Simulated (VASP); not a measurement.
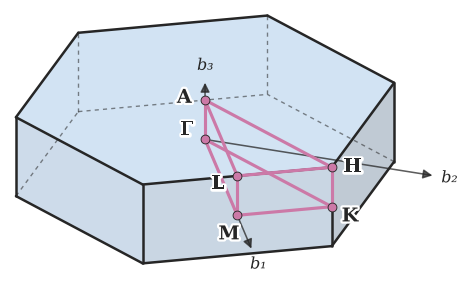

For Co, coordinates from a relaxation with VASP 6.6.1, VASP Kohn-Sham DFT of a periodic cell, r2SCAN with rVV10, VASP PAW PBE potentials, recommended: the figure shows the first Brillouin zone with its special points and a band path. All values are computed from the atomic coordinates in the standard setting (tolerance 0.002 Å).

Labels and path follow the convention of Hinuma et al. (2017), as computed by seekpath; the arrows show the directions of the reciprocal primitive vectors b₁, b₂, b₃.

### Name the Bravais lattice of the crystal.

A primitive hexagonal lattice (hP; extended symbol hP2). The zone is a hexagonal prism in its combinatorial type: 8 faces (6 with 4 edges, 2 with 6 edges), 18 edges, 12 vertices.

### Write the standard path through the labelled points.

Γ–M–K–Γ–A–L–H–A | L–M | H–K
